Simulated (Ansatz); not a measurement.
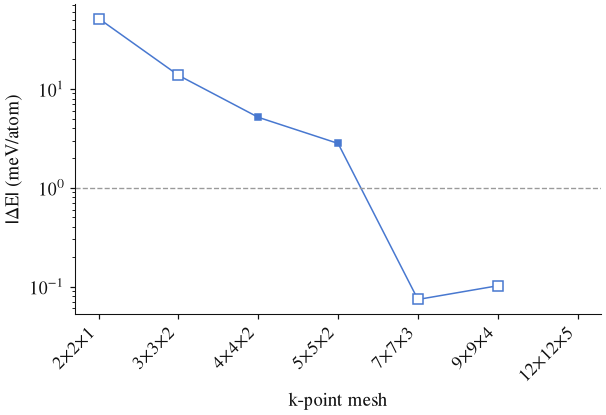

Scan of the k-point mesh.
The run: I (Cmce, 4 atoms in the cell), by DFT, LDA (PW92), plane waves (420 eV) with PAW, scalar-relativistic in Ansatz; Fermi–Dirac smearing of 0.05 eV.
ΔE is the free energy less its value at the densest setting, 12×12×5.
Dashed lines or grey bands mark the tolerance: 1 meV/atom.
On logarithmic panels, open markers lie below the reference value and filled ones above.

Q: From which setting is the free energy converged to 1 meV/atom?

A: The free energy is within 1 meV/atom of the densest setting's value from 7×7×3 on. It is off by 52 meV/atom at 2×2×1, 5.2 meV/atom at 4×4×2 and 2.8 meV/atom at 5×5×2 (on both sides of it).
